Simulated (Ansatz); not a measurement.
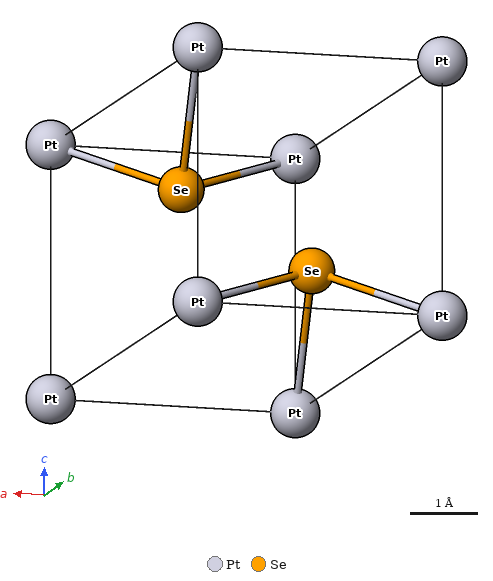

Normal modes of a crystal of PtSe₂ relaxed at 16 GPa, space group P-3m1 (No. 164), at the zone centre. The picture is a ball-and-stick view of the cell of the calculation, seen from a free direction.

The calculation used DFT PBEsol, scalar-relativistic, plane waves, PAW (Ansatz 0.2.0).

The input:
```yaml
crystal:
  lattice:
    - [3.6764748093, 0.0, 0.0]
    - [-1.8382374046, 3.1839205812, 0.0]
    - [0.0, 0.0, 4.364391333]
  atoms:
    - { symbol: Pt, position: [0.0, 0.0, 0.0] }
    - { symbol: Se, position: [0.3333333333, 0.6666666667, 0.28557697] }
    - { symbol: Se, position: [0.6666666667, 0.3333333333, 0.71442303] }
basis:
  ecutwfc: 420
kpoints:
  mp_grid: { grid: [12, 12, 8] }
hamiltonian:
  xc: pbesol
scf:
  occupations: { method: fermi_dirac, width: 0.15 }
output:
  eigenvalues: true
phonons:
  method: dfpt
  eigenvectors: true
```

Launched with:
```bash
ansatz run input.yaml --threads 1 --pin off --max-ram 3072MiB --backend cpu --events-out ev --progress --plain --runs-dir out
```

The frequencies depend somewhat on the k-mesh and the smearing.

Which optical modes does it have, at what frequencies, and is it stable there?

Answer. The calculation's cell holds 3 atoms, so there are 6 optical modes, in 3 levels. No level is unstable.

```json
{"level": "1", "symmetry": "E_g", "frequency (cm⁻¹)": "175", "activity": "Raman-active"}
{"level": "2", "symmetry": "A₂u", "frequency (cm⁻¹)": "233", "activity": "infrared-active"}
{"level": "3", "symmetry": "triply degenerate", "frequency (cm⁻¹)": "244", "activity": "not assigned"}
```

The crystal is a metal, so free carriers screen the infrared response.

The modes drawn as arrows (one member of each degenerate set):

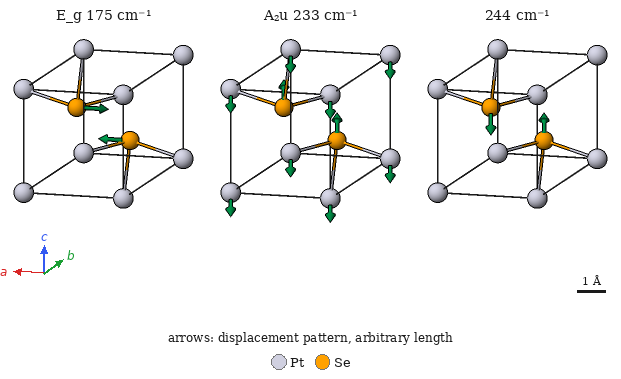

Limits of the set-up: layers or molecules are held without a dispersion correction, so their spacing is unreliable.
